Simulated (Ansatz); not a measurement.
**Energy of CdSe along a strain of the cell**

System: CdSe (P2₁, 4 atoms in the cell).
Method: DFT PBE, scalar-relativistic, plane waves, PAW, no spin polarisation (Ansatz 0.2.0).

The 6 runs differ only in the geometry, by a strain of the cell at fixed fractional positions. Against run 3, the strain is εxx = −0.01 η, εxy = η and εyy = −0.01 η. The structure derives from an entry of the Crystallography Open Database.

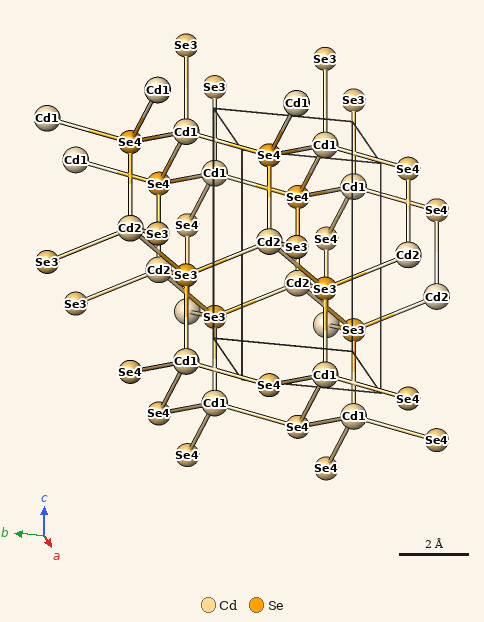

Figure 1. The structure of run 3 (ball-and-stick view of the cell of the calculation, repeated 2 × 2 × 1, seen at an oblique angle; neighbours outside the cell are drawn fainter; atoms are numbered from 1 in the order of the input). An atom can appear more than once, as a periodic image.

**Input of run 3**
```yaml
crystal:
  lattice:
    - [4.2984999142, 0.0214924996, 0.0]
    - [-2.1306369065, 3.7118638741, 0.0]
    - [0.0, 0.0, 7.0152]
  atoms:
    - { symbol: Cd, position: [0.6666666667, 0.3333333333, 0.0] }
    - { symbol: Cd, position: [0.3333333333, 0.6666666667, 0.5] }
    - { symbol: Se, position: [0.6666666667, 0.3333333333, 0.375] }
    - { symbol: Se, position: [0.3333333333, 0.6666666667, 0.875] }
basis:
  ecutwfc: 420
kpoints:
  mp_grid: { grid: [6, 6, 4] }
hamiltonian:
  xc: pbe
scf:
  occupations: { method: gaussian, width: 0.05 }
output:
  forces: true
  stress: true
  eigenvalues: true
```

Command:
```bash
ansatz run input.yaml --threads 1 --pin off --max-ram 2560MiB --backend cpu --events-out ev --progress --plain --runs-dir out
```

Run 5 differs from it as follows:
```diff
-    - [4.2984999142, 0.0214924996, 0.0]
-    - [-2.1306369065, 3.7118638741, 0.0]
+    - [4.2984999142, 0.0644774987, 0.0]
+    - [-2.0934108053, 3.6903713745, 0.0]
```

**Results, with one run withheld**

| run | strain parameter η (%) | free energy per atom, from the lowest run given (meV) | pressure (GPa) | gap on the mesh (eV) |
| --- | --- | --- | --- | --- |
| 1 | −1.5000 | 1.21 | 3.02 | 0.64 |
| 2 | −0.2500 | 0.00 | 3.00 | 0.66 |
| 3 | 0.0000 | 0.24 | 3.00 | 0.65 |
| 4 | 0.7500 | 1.94 | 3.03 | 0.63 |
| 5 | 1.0000 | ? | ? | ? |
| 6 | 1.2500 | 3.88 | 3.06 | 0.61 |

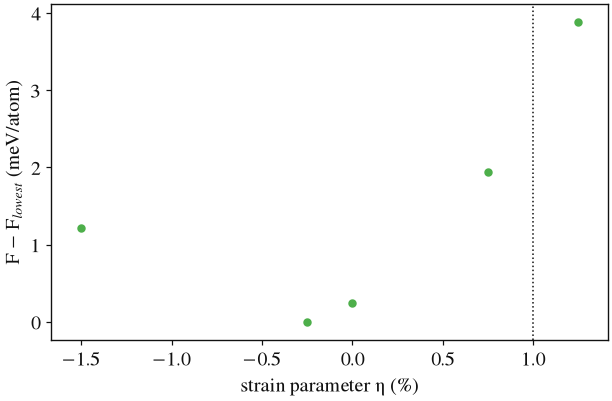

Figure 2. Free energy per atom of the runs given; the dotted line marks run 5.

Estimate the energy of run 5 from the others.

A cubic polynomial in the coordinate, fitted to the 5 runs given, misses them by under 0.01 meV per atom. With x = η − 0.0500, it reads F = 0.30938 + 1.423 x + 1.2935 x² + 0.00037101 x³ (meV per atom). At run 5 it gives 2.83 meV per atom, and the run itself gives 2.83. The fit has its minimum at η = −0.5002 %. The gap on the mesh lies between 0.61 eV (run 6) and 0.66 eV (run 2); run 5 has 0.62 eV. These are gaps of this functional on this mesh, which can miss the band edges; they aren't the measured gap.

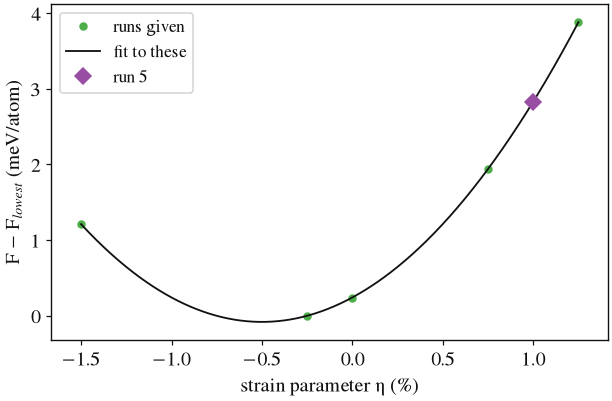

Figure 3. The fit and the withheld run.

**Output, shortened to warnings, some set-up lines, iterations and results (run 5)**
```
Basis set: ecut = 420 eV, 2203 PW (Γ), exchange–correlation on 60×60×96 points (8 copies of the dense FFT grid, shifted against one another)
Symmetry: 2 space group operations
k-points: 60 of 144 (time reversal used)
Initial density: superposition of atomic densities (neutral atoms: chi_scale 0, normalization atom), corrected by the library's trained network
[...]
SCF iter   1: F=—  HF=-27449.511819 eV  |F-HF|=—  |Δ(HF+E_count)|=         —  Δρ=8.27e-4  dr2=1.53e-3  ethr=1.77e-3  ⟨swp⟩=6.2  Hψ=9639  notcnv=0  defer=35
SCF iter   2: F=—  HF=-27449.513018 eV  |F-HF|=—  |Δ(HF+E_count)|=   1.20e-3  Δρ=4.77e-4  dr2=4.64e-4  ethr=2.13e-6  ⟨swp⟩=2.0  Hψ=4201  notcnv=0  defer=62
SCF iter   3: F=—  HF=-27449.513062 eV  |F-HF|=—  |Δ(HF+E_count)|=   4.44e-5  Δρ=2.19e-4  dr2=4.01e-5  ethr=6.45e-7  ⟨swp⟩=2.0  Hψ=3538  notcnv=0  defer=20
SCF iter   4: F=—  HF=-27449.513048 eV  |F-HF|=—  |Δ(HF+E_count)|=   1.43e-5  Δρ=9.50e-5  dr2=1.08e-5  ethr=5.57e-8  ⟨swp⟩=2.3  Hψ=3940  notcnv=0  defer=20
SCF iter   5: F=—  HF=-27449.513062 eV  |F-HF|=—  |Δ(HF+E_count)|=   1.39e-5  Δρ=3.28e-5  dr2=1.82e-6  ethr=1.50e-8  ⟨swp⟩=2.0  Hψ=3249  notcnv=0  defer=20
SCF iter   6: F=-27449.513063 eV  HF=-27449.513063 eV  |F-HF|=1.78e-7  |Δ(HF+E_count)|=   1.73e-6  Δρ=9.27e-6  dr2=8.89e-8  ethr=1.39e-10  ⟨swp⟩=6.8  Hψ=12230  notcnv=0
SCF 1 converged in 6 iterations: F = -27449.513063 eV  dr2 = 8.89e-8
SCF converged after 6 iterations
Free energy (F): -27449.513063 eV
Harris-Foulkes:  -27449.513063 eV  (|F-HF|=1.78e-7)
Internal energy: -27449.513063 eV  (E = F + TS)
E sigma→0 (E₀):  -27449.513063 eV
Fermi energy:    7.875709 eV
--- Per-component energies (eV) ---
  E_band       = -1777.666391
  E_kinetic    = 1248.287601
  E_local      = -12764.599013  (includes V_loc(G=0)·N_el)
  E_nonlocal   = -1124.725563
  E_hartree    = 6072.921895
  E_xc         = -562.498715
  E_vxc        = -640.418243  (∫ρ·V_xc dr)
  E_paw        = -11989.157610  (= ΣΔE_a)
  E_vpaw       = -642.063553  (= ΣTr[D̂ρ^β])
  E_aug_tail   = -0.001146  (compensation charges beyond the density's cutoff)
  E_ewald      = -8329.740512
  E_smearing   = -0.000000  (= −TS)
  E_closure    = -0.000000  (closes the sum)
  Σ components = -27449.513063   (vs F -27449.513063, Δ=0.00e0)
--- Forces (eV/Å), atoms counted from 1 ---
  atom   1  Cd     0.17076290    -0.00768926    -0.01265417
  atom   2  Cd    -0.17076290     0.00768926    -0.01265417
  atom   3  Se     0.20910493    -0.00777255     0.01267124
  atom   4  Se    -0.20910493     0.00777255     0.01267124
  max |Σ_I F_I| component: 3.41e-5 eV/Å
--- Stress (GPa, compression-positive) ---
        3.022719      -1.062736       0.000000
       -1.062736       2.984473      -0.000000
        0.000000      -0.000000       3.126022
  P = ⅓ Tr σ = 3.0444 GPa (30.444 kbar)
```
